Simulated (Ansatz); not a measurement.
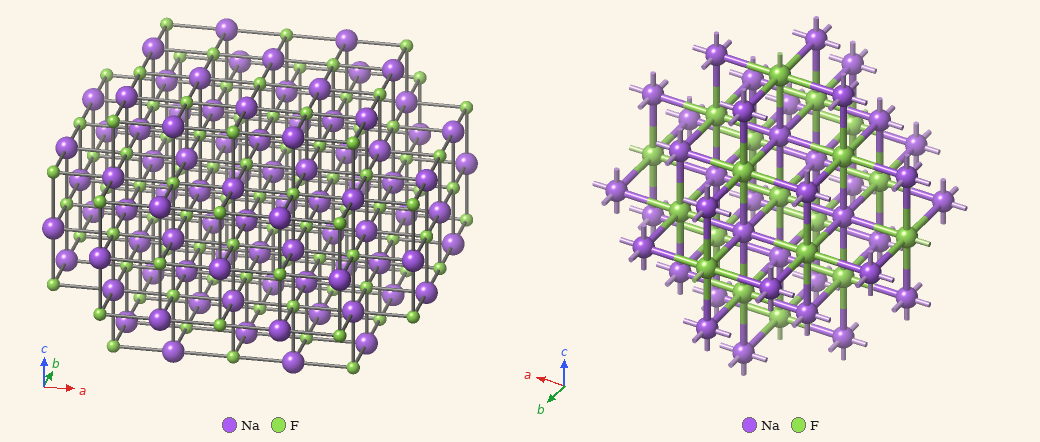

Left: the structure. Right: its underlying net. Nodes are coloured by element. Edges to nodes outside the piece are drawn as stubs.

NaF (space group Fm-3m, No. 225): coordinates from a relaxation with DFT PBEsol, scalar-relativistic, plane waves, PAW (Ansatz).

Bonds are taken as F–Na below 2.6 Å. Simplification: prune 0- and 1-connected atoms, fold 2-connected ones into links.

The result is a uninodal 6-connected, three-periodic net: Na and F are 6-connected nodes. It is the pcu net, known from NaCl, ReO3 and the B-X framework of perovskite. It is a single net, without interpenetration.

```csv
node,links,point symbol,coordination sequence
Na and F,6,4¹²·6³,6 18 38 66 102 146 198 258 326 402
```
